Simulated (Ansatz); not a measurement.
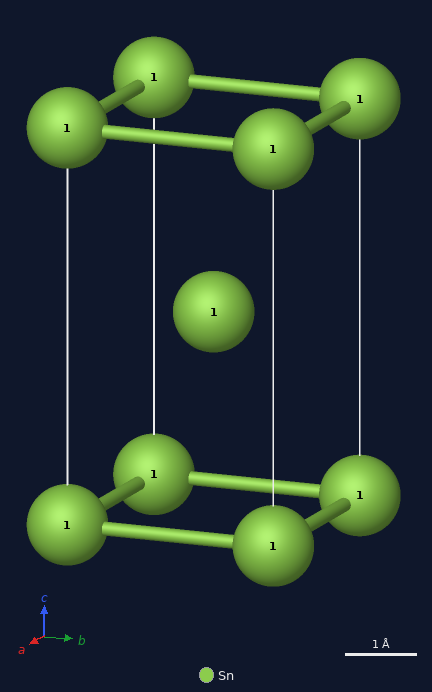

Reference structure: a symmetric starting cell of Sn. The picture is a ball-and-stick view of the conventional cell (2 times the calculation's cell), seen slightly off an axis. Lengths and directions refer to the drawn axes.

Theory: DFT PBEsol, scalar-relativistic, plane waves, PAW in Ansatz. Settings: plane-wave cutoff 420 eV; k-point mesh 16 × 16 × 16; occupations gaussian; smearing width 0.1 eV; no spin polarisation.

The variant: The cell is strained by +2.6 % along b, +1.4 % along c, +0.9 % along a (volume +4.9 %), the atoms keeping their fractional coordinates. No relaxation follows. The starting cell wasn't computed here and needn't be at equilibrium, so pressure and forces aren't due to the change alone.

The input:
```yaml
crystal:
  lattice:
    - [-1.60443045, 1.6323481125, 2.955594405]
    - [1.60443045, -1.6323481125, 2.955594405]
    - [1.60443045, 1.6323481125, -2.955594405]
  atoms:
    - { symbol: Sn, position: [0.0, 0.0, 0.0] }
basis:
  ecutwfc: 420
kpoints:
  mp_grid: { grid: [16, 16, 16] }
hamiltonian:
  xc: pbesol
scf:
  occupations: { method: gaussian, width: 0.1 }
output:
  forces: true
  stress: true
  eigenvalues: true
  populations: true
```

Launched with:
```bash
ansatz run input.yaml --threads 1 --pin off --max-ram 1331MiB --backend cpu --events-out ev --progress --plain --runs-dir out
```

Question: What does the calculation give for the changed structure?

Answer: Near-neighbour distances before and after: Sn–Sn 3.181 → 3.209 to 3.265 Å. The space group (tolerance 0.01 Å) goes from I4/mmm (No. 139) to Immm (No. 71). The pressure is −5.6 GPa (not all of it need come from the change, since the unchanged cell can be under pressure at this level too). The principal stresses (compression positive) are −4.4 GPa along a, −5.6 GPa along b, −6.8 GPa along c. All forces vanish by symmetry.

The changed structure in the same view:

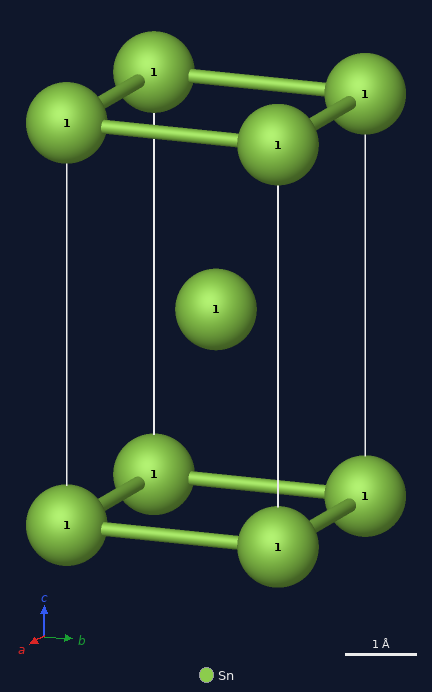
